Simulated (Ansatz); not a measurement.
## NbInO4 (P2/c): given cell or relaxed cell?

Aim: gaps of NbInO4 (P2/c) at the database cell and after a full relaxation.

Program: Ansatz 0.2.0. Level of theory: r2SCAN, HSE06 and G0W0, plane waves, PAW. Results are calculated unless marked as measured.

**Experimental background.**

- Gap 4.7 eV: direct gap from Elliott-Toyozawa fit; diffuse reflectance; 300 K; powder (“Accurate Determination of the Band-Gap Energy of the Rare-Earth Niobate Series”, 2024, arxiv:2401.13477).

### Step 1. The structure

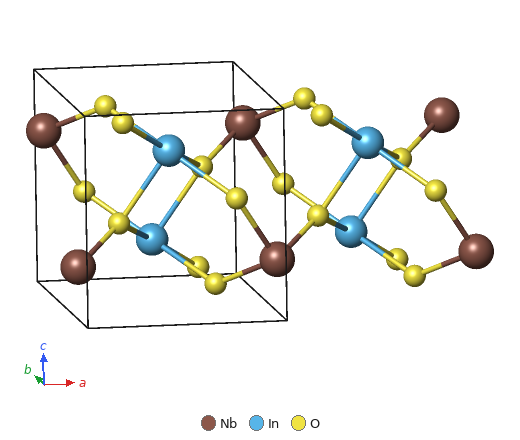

The starting structure, seen slightly off an axis (niobium brown, indium blue, oxygen yellow). 2×1×1 cells are drawn. Some periodic images of atoms are drawn too.

The cell and positions come from the Crystallography Open Database and are kept as given unless a step says otherwise. The default PAW set here is soft_2. Its files were made with PBE.

### Step 2. r2SCAN bands at the given cell

The cheap functional maps the bands first; the places of the edges decide which points the dearer methods must see.

This step: DFT, r2SCAN, plane waves, PAW.

File input.yaml:

```yaml
crystal:
  lattice:
    - [4.8355, 0.0, 0.0]
    - [0.0, 5.7709, 0.0]
    - [-0.1014445258, 0.0, 5.1429996119]
  atoms:
    - { symbol: Nb, position: [0.0, 0.1779, 0.25] }
    - { symbol: Nb, position: [0.0, 0.8221, 0.75] }
    - { symbol: In, position: [0.5, 0.6825, 0.25] }
    - { symbol: In, position: [0.5, 0.3175, 0.75] }
    - { symbol: O, position: [0.26, 0.618, 0.901] }
    - { symbol: O, position: [0.74, 0.618, 0.599] }
    - { symbol: O, position: [0.74, 0.382, 0.099] }
    - { symbol: O, position: [0.26, 0.382, 0.401] }
    - { symbol: O, position: [0.217, 0.898, 0.438] }
    - { symbol: O, position: [0.783, 0.898, 0.062] }
    - { symbol: O, position: [0.783, 0.102, 0.562] }
    - { symbol: O, position: [0.217, 0.102, 0.938] }
kpoints:
  mp_grid: { grid: [6, 4, 4] }
  band_path:
    path:
      - [0.0, 0.0, 0.0]
      - [0.0, 0.5, 0.0]
      - [0.0, 0.5, 0.5]
      - [0.0, 0.0, 0.5]
      - [0.0, 0.0, 0.0]
      - [-0.5, 0.0, 0.5]
      - [-0.5, 0.5, 0.5]
      - [0.0, 0.5, 0.0]
      - [-0.5, 0.5, 0.0]
      - [-0.5, 0.0, 0.0]
      - [0.0, 0.0, 0.0]
    npoints: 10
hamiltonian:
  xc: r2scan
scf:
  occupations: { method: fermi_dirac, width: 0.02 }
  n_extra_bands: 8
output:
  eigenvalues: true
  forces: true
  stress: true
```

Run with:

```sh
ansatz run input.yaml --threads 24 --pin off --max-ram 82944MiB --backend cuda --events-out ev --progress --plain --runs-dir out --devices 1 --max-vram 78GiB
```

Numbers of over 12 decimals in the logs are rounded to 6 here.

The log of the run:

```text
scf.n_extra_bands = 8 over 50 filled bands (N_el = 100.0): the run solves 58 bands
GPUs: using 1 of 1 available (devices: 1).
Engine: ansatz 0.2.0, aarch64-unknown-linux-gnu
Pseudopotentials: kind: paw
Pseudopotential: Nb, paw, valence charge 13, recommended cutoff 500 eV (meta_gga), Nb.paw.azcp
Pseudopotential: In, paw, valence charge 13, recommended cutoff 500 eV (meta_gga), In.paw.azcp
Pseudopotential: O, paw, valence charge 6, recommended cutoff 500 eV (meta_gga), O.paw.azcp
Functional definition: r2SCAN
  parameter k0 = 0.174
  parameter k1 = 0.065
  parameter a1 = 4.9479
  exchange = r2scan_x(k0 = k0, k1 = k1, a1 = a1)
  correlation = r2scan_c
device memory: the entry about to start is reckoned to put 6.1 GiB on a device that reports 158.6 GiB free (of which the cap on the GPU budget leaves the run 78.0 GiB)
GPU FFT provider: cuFFT
GPU libraries: cuBLAS 13.8.1, cuFFT 12.4.0, cuSOLVER 12.3.2
GPU matrix products: emulated (plane waves: as basis.precision tells), large ones in fixed point in workspaces of 1.00 GiB
Crystal: 12 atoms, lattice volume = 143.516 Å³
Basis set: ecut = 500 eV, 3649 PW (Γ), exchange–correlation on 144×180×160 points (64 copies of the dense FFT grid, shifted against one another)
Bands: 58, of which v1, the nominal top of the filled ones, is band 50 counted from 1 (49 counted from 0)
Symmetry: 4 space group operations
Space group: P2/c (ITA 13), of the structure as read, at distance tolerance 5.2e-5 Å
k-points: 42 of 96
Non-local potential: Nb, projectors of the file, l = 0: 3, l = 1: 2, l = 2: 2, l = 3: 1
Non-local potential: In, projectors of the file, l = 0: 2, l = 1: 2, l = 2: 2, l = 3: 2
Non-local potential: O, projectors of the file, l = 0: 2, l = 1: 2, l = 2: 1
PAW form: soft (Blöchl's): semilocal exchange-correlation on the pseudo side does not see the compensation charge
PAW frozen core: Nb, regenerated for the run's functional (the file was generated under x = pbe(κ = 0.804, μ = 0.219515), c = pbe(β = 0.066725))
PAW frozen core: In, regenerated for the run's functional (the file was generated under x = pbe(κ = 0.804, μ = 0.219515), c = pbe(β = 0.066725))
PAW frozen core: O, regenerated for the run's functional (the file was generated under x = pbe(κ = 0.804, μ = 0.219515), c = pbe(β = 0.066725))
PAW one-centre angular grid: Nb, 590 points (default); XC on 160 Gauss nodes
PAW one-centre angular grid: In, 590 points (default); XC on 289 of its mesh's 2783 points in the sphere
PAW one-centre angular grid: O, 302 points (default); XC on 160 Gauss nodes
Initial density: superposition of atomic densities (neutral atoms: chi_scale 0, normalization atom), corrected by the library's trained network
Initial wavefunctions: pseudopotential atomic-orbital guess
[...]
SCF iter   7: F=—  HF=-24908.869775 eV  |F-HF|=—  |Δ(HF+E_count)|=   2.30e-4  Δρ=1.72e-5  dr2=4.83e-7  dr2_τ=3.67e-8  ethr=9.71e-9  ⟨swp⟩=2.0  Hψ=3838  notcnv=0  defer=84
SCF iter   8: F=-24908.869775 eV  HF=-24908.869775 eV  |F-HF|=1.18e-9  |Δ(HF+E_count)|=   1.01e-7  Δρ=4.02e-6  dr2=3.29e-8  dr2_τ=2.09e-9  ethr=1.00e-10  ⟨swp⟩=10.4  Hψ=9548  notcnv=0
SCF 1 converged in 8 iterations: F = -24908.869775 eV  dr2 = 3.29e-8
[...]
device memory: the entry about to start is reckoned to put 11.0 GiB on a device that reports 158.6 GiB free (of which the cap on the GPU budget leaves the run 78.0 GiB)
NSCF: frozen V_eff on 101 k-points, pencils in batches of 32, up to order 256
SCF converged after 8 iterations
Free energy (F): -24908.869775 eV
Harris-Foulkes:  -24908.869775 eV  (|F-HF|=1.18e-9)
Internal energy: -24908.869775 eV  (E = F + TS)
E sigma→0 (E₀):  -24908.869775 eV
Fermi energy:    10.525687 eV
--- Per-component energies (eV) ---
  E_band       = -379.936242
  E_kinetic    = 2690.843805
  E_local      = -6467.150155  (includes V_loc(G=0)·N_el)
  E_nonlocal   = 1352.364405
  E_hartree    = 2315.123992
  E_xc         = -1325.916673
  E_vxc        = -1527.373519  (∫ρ·V_xc dr)
  E_paw        = -15841.503932  (= ΣΔE_a)
  E_vpaw       = -1156.186227  (= ΣTr[D̂ρ^β])
  E_aug_tail   = 0.008239  (compensation charges beyond the density's cutoff)
  E_vtau       = 97.299933  (kinetic-family band-sum trace: ∫τ·v_τ [+ j·A + Jᵃ·Aᵃ] dr)
  E_ewald      = -7633.930159
  E_core_change = 1.290703  (= ΣΔE_core)
  E_smearing   = -0.000000  (= −TS)
  E_closure    = -0.000000  (closes the sum)
  Σ components = -24908.869775   (vs F -24908.869775, Δ=0.00e0)
--- Forces (eV/Å), atoms counted from 1 ---
  atom   1  Nb     0.00000000     0.01846082     0.00000000
  atom   2  Nb     0.00000000    -0.01846082     0.00000000
  atom   3  In     0.00000000    -0.12508754     0.00000000
  atom   4  In     0.00000000     0.12508754     0.00000000
  atom   5  O     -0.02668579    -0.00958596     0.01245886
  atom   6  O      0.02668579    -0.00958596    -0.01245886
  atom   7  O      0.02668579     0.00958596    -0.01245886
  atom   8  O     -0.02668579     0.00958596     0.01245886
  atom   9  O     -0.15056199     0.04136016     0.11137750
  atom  10  O      0.15056199     0.04136016    -0.11137750
  atom  11  O      0.15056199    -0.04136016    -0.11137750
  atom  12  O     -0.15056199    -0.04136016     0.11137750
  max |Σ_I F_I| component: 2.78e-17 eV/Å
--- Stress (GPa, compression-positive) ---
        2.100547       0.000000       0.247142
        0.000000       2.190078       0.000000
        0.247137       0.000000       1.666278
  P = ⅓ Tr σ = 1.9856 GPa (19.856 kbar)
--- Band table (eV; the first three rows and the last of 42) ---
  k-point 0: bands = [... 46 lower, 8.0940, 8.1228, 8.4301, 8.4670, 12.6602, 13.1299, 13.1873, 13.2419, ... 4 higher]
  k-point 1: bands = [... 46 lower, 8.1603, 8.2559, 8.4361, 8.4628, 12.5983, 12.7977, 13.1409, 13.1437, ... 4 higher]
  k-point 2: bands = [... 46 lower, 8.1933, 8.1933, 8.3839, 8.3839, 12.5509, 12.5509, 13.1723, 13.1723, ... 4 higher]
  k-point 41: bands = [... 46 lower, 7.7785, 7.7785, 8.2925, 8.2925, 13.1242, 13.1242, 13.1583, 13.1583, ... 4 higher]
```

It took 2.7 s on 1 × NVIDIA GB200 (shared by 2 runs) with 24 threads of Arm Neoverse V2, shared host; peak memory 1.1 GiB; 7.7 s of CPU time.

Reading the cycles: dr2 is the Hartree energy of the density residual (eV), the measure of convergence; HF is the Harris–Foulkes estimate of the energy, which meets the free energy F at convergence.

This step gave:

* pressure: 1.986 GPa
* filled bands: 50
* gap: 3.797 eV
* valence top at: k = (0.333, 0.000, -0.250)
* conduction bottom at: k = (0.167, 0.000, -0.500)
* least direct gap: 3.939 eV

The gap is indirect, with the least direct gap 0.14 eV higher.

### Step 3. Relaxing cell and ions

Gaps follow bond lengths, so the structure is brought to rest first.

input.yaml, the sections that differ from step 2:

```yaml
kpoints:
  mp_grid: { grid: [4, 4, 4] }
scf:
  occupations: { method: fermi_dirac, width: 0.02 }
relax:
  f_tol: 0.01
  max_steps: 60
  cell: {}
# crystal, hamiltonian: as in step 2
# output: removed
```

The log of the run:

```text
[...]
GPUs: using 1 of 1 available (devices: 1).
[...]
Crystal: 12 atoms, lattice volume = 143.516 Å³
Basis set: ecut = 500 eV, 3649 PW (Γ), exchange–correlation on 144×180×160 points (64 copies of the dense FFT grid, shifted against one another)
Bands: 62, of which v1, the nominal top of the filled ones, is band 50 counted from 1 (49 counted from 0)
Symmetry: 4 space group operations
[...]
k-points: 30 of 64
[...]
SCF iter   1: F=—  HF=-24908.816748 eV  |F-HF|=—  |Δ(HF+E_count)|=         —  Δρ=1.64e-2  dr2=5.07e-1  dr2_τ=7.16e-1  ethr=1.77e-3  ⟨swp⟩=6.1  Hψ=7405  notcnv=0
[...]
SCF iter   3: F=—  HF=-24908.869784 eV  |F-HF|=—  |Δ(HF+E_count)|=   1.11e-3  Δρ=3.33e-3  dr2=7.76e-3  dr2_τ=7.28e-4  ethr=2.59e-5  ⟨swp⟩=2.2  Hψ=2832  notcnv=0
automatic band count: iteration 3 solves 58 bands in place of 62: the levels show a gap, and the empty bands left out lie too high to hold charge; the band table lists the bands solved (type scf.n_extra_bands for more)
SCF iter   4: F=—  HF=-24908.869703 eV  |F-HF|=—  |Δ(HF+E_count)|=   8.10e-5  Δρ=6.44e-4  dr2=4.63e-4  dr2_τ=7.78e-5  ethr=7.76e-6  ⟨swp⟩=2.2  Hψ=2832  notcnv=0
[...]
SCF iter   8: F=-24908.869721 eV  HF=-24908.869721 eV  |F-HF|=1.74e-9  |Δ(HF+E_count)|=   1.08e-7  Δρ=3.92e-6  dr2=3.01e-8  dr2_τ=1.87e-9  ethr=1.00e-10  ⟨swp⟩=4.0  Hψ=6120  notcnv=0
SCF 1 converged in 8 iterations: F = -24908.869721 eV  dr2 = 3.01e-8
[...]
relax step   1: F+E_penalty+E_count = -24908.86972096 eV  Δ(F+E_penalty+E_count) = +0.000e0 eV  max|allowed force component| = 1.506e-1 eV/Å  Δτ_max = 0.0000 Å  P = +1.985 GPa  Ω = 143.516 Å³  (8 SCF iters, dr2 threshold 1.00e-7 eV, accepted)
[...]
relax step   2: F+E_penalty+E_count = -24908.88245965 eV  Δ(F+E_penalty+E_count) = -1.274e-2 eV  max|allowed force component| = 6.164e-2 eV/Å  Δτ_max = 0.0138 Å  P = -0.217 GPa  Ω = 145.290 Å³  energy of the carried Pulay correction = -1.080e-3 eV  (6 SCF iters, dr2 threshold 1.20e-6 eV, accepted)
[...]
relax step   4: F+E_penalty+E_count = -24908.88363413 eV  Δ(F+E_penalty+E_count) = -2.765e-4 eV  max|allowed force component| = 9.856e-3 eV/Å  Δτ_max = 0.0014 Å  P = +0.023 GPa  Ω = 145.137 Å³  energy of the carried Pulay correction = -9.877e-4 eV  (5 SCF iters, dr2 threshold 1.16e-7 eV, accepted)
[...]
relax step   5: F+E_penalty+E_count = -24908.88462857 eV  Δ(F+E_penalty+E_count) = -9.944e-4 eV  max|allowed force component| = 9.806e-3 eV/Å  Δτ_max = 0.0000 Å  P = +0.018 GPa  Ω = 145.137 Å³  stress off target by 3.75e-2 GPa  SCF on the basis re-selected at this cell (its energy is not comparable with the rows above)  (5 SCF iters)
[...]
--- Forces (eV/Å), atoms counted from 1 ---
  atom   1  Nb     0.00000000     0.00199905    -0.00000000
  atom   2  Nb    -0.00000000    -0.00199905     0.00000000
  atom   3  In     0.00000000    -0.00750132    -0.00000000
  atom   4  In    -0.00000000     0.00750132     0.00000000
  atom   5  O      0.00200653    -0.00251136     0.00980643
  atom   6  O     -0.00200653    -0.00251136    -0.00980643
  atom   7  O     -0.00200653     0.00251136    -0.00980643
  atom   8  O      0.00200653     0.00251136     0.00980643
  atom   9  O     -0.00348202     0.00315673     0.00360507
  atom  10  O      0.00348202     0.00315673    -0.00360507
  atom  11  O      0.00348202    -0.00315673    -0.00360507
  atom  12  O     -0.00348202    -0.00315673     0.00360507
  max |Σ_I F_I| component: 4.34e-19 eV/Å
--- Stress (GPa, compression-positive) ---
        0.023148       0.000000      -0.007997
        0.000000       0.037456      -0.000000
       -0.008002      -0.000000      -0.006514
  P = ⅓ Tr σ = 0.0180 GPa (0.180 kbar)
--- Band table (eV; the first three rows and the last of 30) ---
  k-point 0: bands = [... 46 lower, 7.9110, 7.9543, 8.2644, 8.3125, 12.4699, 12.9287, 13.0171, 13.0622, ... 8 higher]
  k-point 1: bands = [... 46 lower, 7.9818, 8.0880, 8.2711, 8.3028, 12.4021, 12.6066, 12.9524, 12.9604, ... 8 higher]
  k-point 2: bands = [... 46 lower, 8.0277, 8.0277, 8.2081, 8.2081, 12.3596, 12.3596, 12.9893, 12.9893, ... 8 higher]
  k-point 29: bands = [... 46 lower, 7.6314, 7.6314, 8.1411, 8.1411, 12.9356, 12.9356, 12.9605, 12.9605, ... 8 higher]
--- Relaxed structure (4 steps of the walk, 4 accepted, 1 SCFs on fresh bases) ---
  F+E_penalty+E_count = -24908.88462857 eV   max|allowed force component| = 9.806e-3 eV/Å   (the final SCF, on the basis selected at the relaxed cell)
  cell:  # Å, volume = 145.1365 Å³
    - [4.857902, 0.0, 0.0048639]
    - [0.0, 5.797334, 0.0]
    - [-0.096741, 0.0, 5.153372]
  atoms:
    - { symbol: Nb, position: [0.0, 0.178084, 0.25] }
    - { symbol: Nb, position: [5.204170427930421e-18, 0.821916, 0.750000] }
    - { symbol: In, position: [0.500000, 0.681131, 0.25] }
    - { symbol: In, position: [0.500000, 0.318869, 0.750000] }
    - { symbol: O, position: [0.259748, 0.618918, 0.901221] }
    - { symbol: O, position: [0.740252, 0.618918, 0.598779] }
    - { symbol: O, position: [0.740252, 0.381082, 0.098779] }
    - { symbol: O, position: [0.259748, 0.381082, 0.401221] }
    - { symbol: O, position: [0.214844, 0.897251, 0.438349] }
    - { symbol: O, position: [0.785156, 0.897251, 0.061651] }
    - { symbol: O, position: [0.785156, 0.102749, 0.561651] }
    - { symbol: O, position: [0.214844, 0.102749, 0.938349] }
```

The job ended after 3.1 s (1 × NVIDIA GB200 (shared by 2 runs) with 24 threads; peak memory 1.1 GiB).

Step by step:

| step | energy less that of the first step (eV) | largest force component (eV/Å) | pressure (GPa) | volume (Å³) |
| --- | --- | --- | --- | --- |
| 1 | 0.0000 | 0.1506 | 1.99 | 143.52 |
| 2 | -0.0127 | 0.0616 | -0.22 | 145.29 |
| 3 | -0.0136 | 0.0277 | -0.09 | 145.21 |
| 4 | -0.0139 | 0.0099 | 0.02 | 145.14 |
| 5 | -0.0149 | 0.0098 | 0.02 | 145.14 |

The log counts 1 steps on a newly chosen plane-wave basis, not all of them marked here; energy and pressure can jump at such steps.

Forces are held to the 4 operations that the run works with; a distortion that breaks them can't arise in this run.

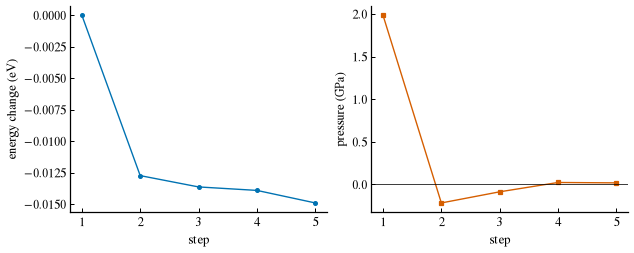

Energy and pressure along the relaxation.

| cell as run | before | after | change |
| --- | --- | --- | --- |
| a (Å) | 4.835 | 4.858 | +0.5 % |
| b (Å) | 5.771 | 5.797 | +0.5 % |
| c (Å) | 5.144 | 5.154 | +0.2 % |
| β (°) | 91.13 | 91.02 | -0.1 % |
| volume (Å³/atom) | 11.96 | 12.09 | +1.1 % |

The atoms that moved most (Å, as changes of fractional coordinates times the final cell):

| atom | dx | dy | dz | length |
| --- | --- | --- | --- | --- |
| O9 | -0.011 | -0.004 | 0.002 | 0.012 |
| O10 | 0.011 | -0.004 | -0.002 | 0.012 |
| O12 | -0.011 | 0.004 | 0.002 | 0.012 |
| O11 | 0.011 | 0.004 | -0.002 | 0.012 |
| In3 | 0.000 | -0.008 | 0.000 | 0.008 |
| In4 | 0.000 | 0.008 | 0.000 | 0.008 |
| O6 | 0.001 | 0.005 | -0.001 | 0.006 |
| O5 | -0.001 | 0.005 | 0.001 | 0.006 |

### Step 4. r2SCAN at the relaxed cell

File input.yaml:

```yaml
crystal:
  lattice:
    - [4.8579023542, 0.0, 0.0048639006]
    - [0.0, 5.7973336394, 0.0]
    - [-0.0967413011, 0.0, 5.1533719563]
  atoms:
    - { symbol: Nb, position: [0.0, 0.178083501, 0.25] }
    - { symbol: Nb, position: [0.0, 0.821916499, 0.75] }
    - { symbol: In, position: [0.5, 0.681130875, 0.25] }
    - { symbol: In, position: [0.5, 0.318869125, 0.75] }
    - { symbol: O, position: [0.2597479426, 0.6189177586, 0.9012214787] }
    - { symbol: O, position: [0.7402520574, 0.6189177586, 0.5987785213] }
    - { symbol: O, position: [0.7402520574, 0.3810822414, 0.0987785213] }
    - { symbol: O, position: [0.2597479426, 0.3810822414, 0.4012214787] }
    - { symbol: O, position: [0.2148441867, 0.8972505646, 0.4383493977] }
    - { symbol: O, position: [0.7851558133, 0.8972505646, 0.0616506023] }
    - { symbol: O, position: [0.7851558133, 0.1027494354, 0.5616506023] }
    - { symbol: O, position: [0.2148441867, 0.1027494354, 0.9383493977] }
kpoints:
  mp_grid: { grid: [6, 4, 4] }
  band_path:
    path:
      - [0.0, 0.0, 0.0]
      - [0.0, 0.5, 0.0]
      - [0.0, 0.5, 0.5]
      - [0.0, 0.0, 0.5]
      - [0.0, 0.0, 0.0]
      - [-0.5, 0.0, 0.5]
      - [-0.5, 0.5, 0.5]
      - [0.0, 0.5, 0.0]
      - [-0.5, 0.5, 0.0]
      - [-0.5, 0.0, 0.0]
      - [0.0, 0.0, 0.0]
    npoints: 10
hamiltonian:
  xc: r2scan
scf:
  occupations: { method: fermi_dirac, width: 0.02 }
  n_extra_bands: 8
output:
  eigenvalues: true
  forces: true
  stress: true
```

The log of the run:

```text
[...]
GPUs: using 1 of 1 available (devices: 1).
[...]
GPU FFT provider: cuFFT
GPU libraries: cuBLAS 13.8.1, cuFFT 12.4.0, cuSOLVER 12.3.2
[...]
Crystal: 12 atoms, lattice volume = 145.137 Å³
Basis set: ecut = 500 eV, 3691 PW (Γ), exchange–correlation on 144×180×160 points (64 copies of the dense FFT grid, shifted against one another)
[...]
k-point 0: bands = [... 46 lower, 7.9110, 7.9544, 8.2644, 8.3125, 12.4699, 12.9288, 13.0172, 13.0623, ... 4 higher]
  k-point 1: bands = [... 46 lower, 7.9818, 8.0880, 8.2712, 8.3028, 12.4022, 12.6067, 12.9524, 12.9604, ... 4 higher]
  k-point 2: bands = [... 46 lower, 8.0277, 8.0277, 8.2081, 8.2081, 12.3597, 12.3597, 12.9894, 12.9894, ... 4 higher]
  k-point 41: bands = [... 46 lower, 7.6314, 7.6314, 8.1412, 8.1412, 12.9356, 12.9356, 12.9605, 12.9605, ... 4 higher]
[key lines of the parts left out:]
SCF converged after 8 iterations
Free energy (F): -24908.884672 eV
Fermi energy:    10.346715 eV
P = ⅓ Tr σ = 0.0185 GPa (0.185 kbar)
```

Wall time 1.8 s (1 × NVIDIA GB200 (shared by 2 runs) with 24 threads); peak memory 1.1 GiB; 5.9 s of CPU time.

Numbers from this step:

| Quantity | Value |
| --- | --- |
| pressure | 0.01849 GPa |
| gap | 3.769 eV |
| valence top at | k = (0.333, 0.000, -0.250) |
| conduction bottom at | k = (0.167, 0.000, -0.500) |
| least direct gap | 3.889 eV |

The gap is indirect, with the least direct gap 0.12 eV higher.

### Step 5. HSE06 at the relaxed cell

HSE06 mixes in a quarter of exact exchange at short range. Exchange couples all pairs of k points, which makes a full band path dear, so levels are read on the mesh and at chosen points.

This step: DFT, HSE06, plane waves, PAW.

input.yaml: that of step 4 with these lines changed.

```diff
@@ -19,3 +19,3 @@
 kpoints:
-  mp_grid: { grid: [6, 4, 4] }
+  mp_grid: { grid: [4, 4, 4] }
   band_path:
@@ -26,14 +26,13 @@
       - [0.0, 0.0, 0.5]
-      - [0.0, 0.0, 0.0]
       - [-0.5, 0.0, 0.5]
       - [-0.5, 0.5, 0.5]
-      - [0.0, 0.5, 0.0]
       - [-0.5, 0.5, 0.0]
       - [-0.5, 0.0, 0.0]
-      - [0.0, 0.0, 0.0]
-    npoints: 10
+      - [0.3333333333, 0.0, -0.25]
+      - [0.1666666667, 0.0, -0.5]
+    npoints: 1
 hamiltonian:
-  xc: r2scan
+  xc: hse06
 scf:
-  occupations: { method: fermi_dirac, width: 0.02 }
+  occupations: { method: fixed }
   n_extra_bands: 8
@@ -41,3 +40 @@
   eigenvalues: true
-  forces: true
-  stress: true
```

The log of the run:

```text
[...]
GPUs: using 1 of 1 available (devices: 1).
[...]
davidson cushion auto → on  (no smearing: the cushion is to keep the highest requested band from converging to the state above it; pin scf.eigensolver.cushion to override)
[...]
Crystal: 12 atoms, lattice volume = 145.137 Å³
Basis set: ecut = 420 eV, 2845 PW (Γ)
Bands: 58, of which v1, the nominal top of the filled ones, is band 50 counted from 1 (49 counted from 0)
[...]
Fermi energy:    7.723347 eV
[...]
--- Band table (eV; the first three rows and the last of 30) ---
  k-point 0: bands = [... 46 lower, 7.1440, 7.2501, 7.5251, 7.5624, 12.7973, 13.2883, 13.4326, 13.4482, ... 4 higher]
  k-point 1: bands = [... 46 lower, 7.2641, 7.3367, 7.5329, 7.5921, 12.7304, 12.9467, 13.3315, 13.3545, ... 4 higher]
  k-point 2: bands = [... 46 lower, 7.2681, 7.2681, 7.4942, 7.4942, 12.6765, 12.6765, 13.3872, 13.3872, ... 4 higher]
  k-point 29: bands = [... 46 lower, 6.8534, 6.8534, 7.3828, 7.3828, 13.3099, 13.3099, 13.3671, 13.3671, ... 4 higher]
[key lines of the parts left out:]
Free energy (F): -24857.272180 eV
```

Wall time 13 s (1 × NVIDIA GB200 (shared by 2 runs) with 24 threads); peak memory 1.9 GiB.

Numbers from this step:

| Item | Value |
| --- | --- |
| gap | 4.808 eV |
| valence top at | k = (0.333, 0.000, -0.250) |
| conduction bottom at | k = (0.167, 0.000, -0.500) |
| least direct gap | 4.943 eV |

The gap stands +1.04 eV against r2SCAN.

(Part 1 of 2 ends here.)

[Paths, hosts, dates, memory and timing lines, banners, echoed tables and standing remarks are left out of the program output.]

[Logs are printed without paths, hosts, clocks, repeated set-up lines and the standing remarks that a program may print on its own settings, such as how far it seeks lower states.]

[Runs of the session that timed out or met a known fault of the program may be left out.]

[Cells called generated may have been cut or substituted from an entry of the Crystallography Open Database or the Materials Project.]

[Hosts, paths, dates, database ids (printed as entryN), source tags and the programs' standing remarks are cut or masked in the printed files.]
